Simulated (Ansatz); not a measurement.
```cif
data_structure
_symmetry_space_group_name_H-M 'P 1'
_symmetry_Int_Tables_number 1
_cell_length_a 3.8020
_cell_length_b 3.8020
_cell_length_c 4.8360
_cell_angle_alpha 90.000
_cell_angle_beta 90.000
_cell_angle_gamma 90.000
_cell_volume 69.91
loop_
_atom_site_label
_atom_site_type_symbol
_atom_site_fract_x
_atom_site_fract_y
_atom_site_fract_z
_atom_site_occupancy
Sn1 Sn 0.00000 0.50000 0.23850 1
Sn2 Sn 0.50000 0.00000 0.76150 1
O1 O 0.00000 0.00000 0.00000 1
O2 O 0.50000 0.50000 0.00000 1
```

Space group P4/nmm.

Method: DFT, PBEsol, PAW with Ansatz's default frozen-core files, scalar-relativistic (Ansatz).

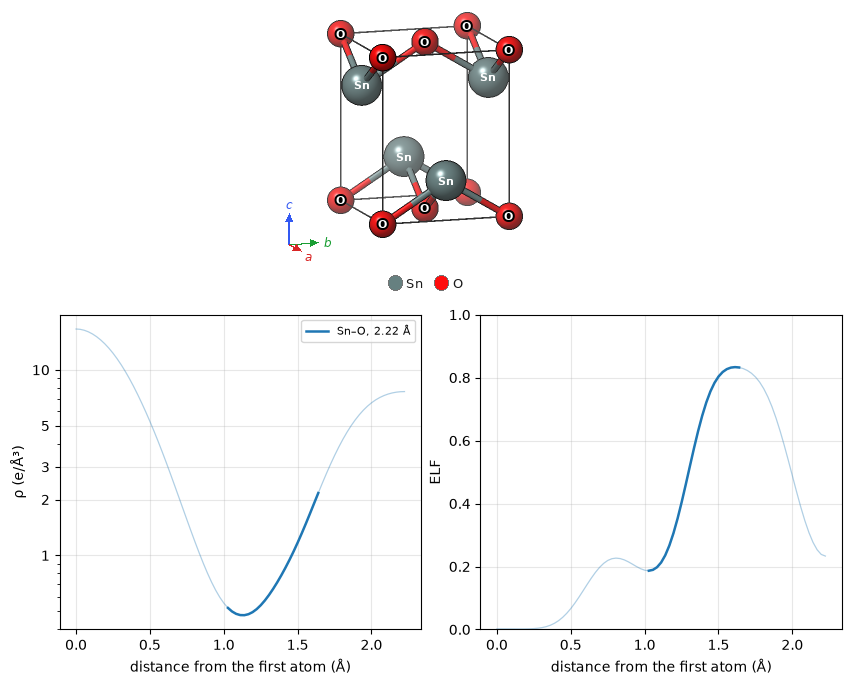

SnO. Valence charge density (pseudo) and electron localisation function along straight lines between neighbouring atoms. Thin, pale parts lie inside the atomic spheres. The structure is drawn too.

The density is the valence pseudo-density of a PAW calculation; it isn't the true density close to the nuclei.

What can be read from the curves?

Sn–O (2.22 Å): ρ is about 0.48 e/Å³ halfway; the ELF peaks at about 0.85 in the valence shell of O, 0.6 Å from its nucleus, and is about 0.20 at the midpoint; no localised pair shows between them.
